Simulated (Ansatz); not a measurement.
Geometry relaxation of C₆₂N (charge +1) (part 3 of 3)

Continued. System: C₆₂N (defect cell, 63 atoms in the cell, total charge +1). Method: DFT PBEsol, scalar-relativistic, plane waves, PAW, PAW set soft_1, no spin polarisation (Ansatz 0.2.0); cutoff 420 eV, 2×2×2 k-mesh, Gaussian smearing of 0.05 eV. It belongs to a series of runs on one base structure; here: end point A relaxed.

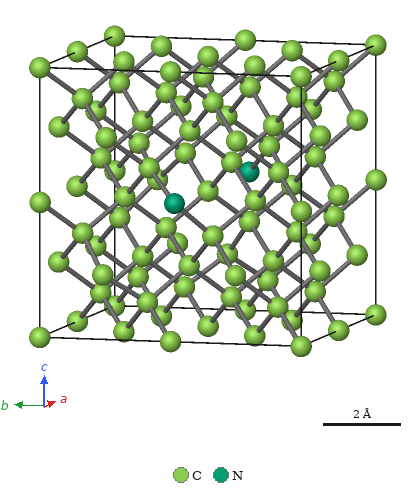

*The geometry at step 5 of the log (ball-and-stick view of the cell of the calculation, seen at an oblique angle).*

## Output, continued
```
    - { symbol: C, position: [0.3747145087342012, 0.12402499892758426, 0.8754499380562042] }
    - { symbol: C, position: [0.5003797743732789, 0.24916397985633423, 0.750301377661856] }
    - { symbol: C, position: [0.6256652866151333, 0.37455153758911125, 0.8744138148099507] }
    - { symbol: C, position: [0.7525291763853579, 0.4999050957380537, 0.7482440291224706] }
    - { symbol: C, position: [0.8745262657998697, 0.6242247296558336, 0.8748680702520458] }
    - { symbol: C, position: [0.0053737474804021815, 0.7610512223761349, 0.2384162942561284] }
    - { symbol: C, position: [0.12054968343142712, 0.8710968412180029, 0.3761180542224281] }
    - { symbol: N, position: [0.010470065900401712, 0.48818052604637335, 0.5112492823965092] }
    - { symbol: C, position: [0.1248536516777021, 0.6179616597805074, 0.6255463918426254] }
    - { symbol: C, position: [0.2475168902193375, 0.7462134406941237, 0.49955940765139084] }
    - { symbol: C, position: [0.37367601866099726, 0.8730668990266846, 0.6249223964010596] }
    - { symbol: C, position: [0.0008058651950921231, 0.24734814128393978, 0.7521168669014202] }
    - { symbol: C, position: [0.12506853996546952, 0.37366725112835525, 0.8767495408510434] }
    - { symbol: C, position: [0.25137704548347845, 0.4978913582578391, 0.7520943783118682] }
    - { symbol: C, position: [0.3748385550715505, 0.623641660365475, 0.875558499841151] }
    - { symbol: C, position: [0.4988913384251498, 0.7499985831116089, 0.7503271110325263] }
    - { symbol: C, position: [0.6244287126923055, 0.8743217071480415, 0.874503522022919] }
    - { symbol: C, position: [-0.0011528125890414539, 0.7462159772885207, 0.7482320609684381] }
    - { symbol: C, position: [0.12419047925809695, 0.873065584138937, 0.8743951390246965] }
```

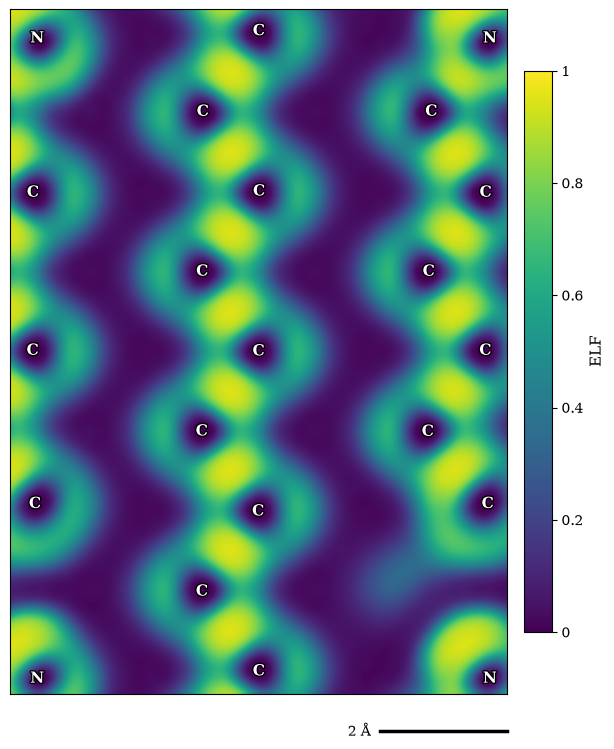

*Electron localisation function on the (011) plane of the calculation cell.*

The section cuts through C and N sites. C–N (1.48 Å): the ELF peaks at about 0.90 between the atoms, which marks a shared electron pair. C–C (1.57 Å): the ELF peaks at about 0.95 between the atoms, which marks a shared electron pair. The fields are those of the smooth PAW valence density.
